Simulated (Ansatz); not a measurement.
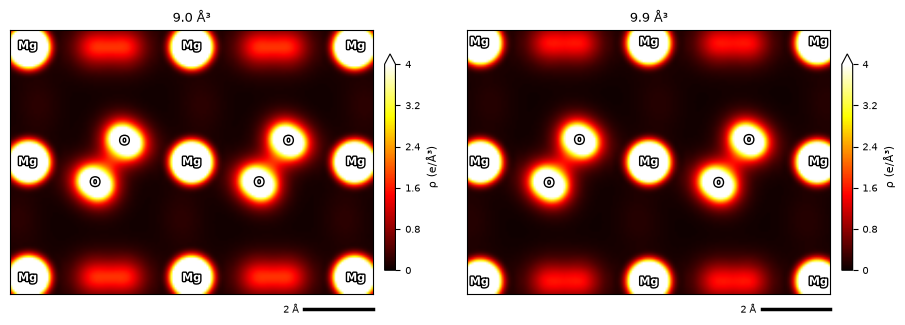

MgO$_{2}$. The valence charge density (pseudo) of cells scaled evenly to different volumes (given per atom above each panel), on the (011) plane of each (indices in the axes of the cell below), at one length scale and on one colour scale.

A structure from a database of computed crystals, not necessarily the ambient phase.

Theory: Kohn-Sham DFT of a periodic cell, LDA, JTH PAW LDA in Ansatz.

The density is the valence pseudo-density of a PAW calculation; it isn't the true density close to the nuclei.

The largest cell:

```
Mg O
1.0
     4.92332    0.00000    0.00000
     0.00000    4.92332    0.00000
     0.00000    0.00000    4.92332
Mg O
4 8
Direct
  0.00000 0.00000 0.00000
  0.50000 0.00000 0.50000
  0.50000 0.50000 0.00000
  0.00000 0.50000 0.50000
  0.58942 0.91058 0.08942
  0.91058 0.08942 0.58942
  0.08942 0.58942 0.91058
  0.41058 0.41058 0.41058
  0.58942 0.58942 0.58942
  0.91058 0.41058 0.08942
  0.08942 0.91058 0.41058
  0.41058 0.08942 0.91058
```

| volume (Å³/atom) | O–O contact in the plane (Å) | ρ at its midpoint (e/Å³) | pressure (GPa) | gap on the mesh (eV) | 
| --- | --- | --- | --- | --- |
| 9.01 | 1.475 | 1.762 | 1.2 | 4.01 | 
| 9.76 | 1.515 | ? | ? | ? | 
| 9.94 | 1.525 | 1.544 | −12.5 | 3.45 | 

Question: Estimate the missing row, and compare with the calculation.

Answer: Over the known rows ln ρ falls by 2.64 per Å of O–O distance (the line through the two), which gives 1.585 e/Å³ at 1.515 Å; the calculation gives 1.582 e/Å³. For the pressure, a straight line in volume between the neighbouring rows gives −9.8 GPa; the calculation gives −10.3, lower because pressure rises ever faster on compression. For the gap on the mesh, a straight line in volume between the neighbouring rows gives 3.56 eV; the calculation gives 3.55.
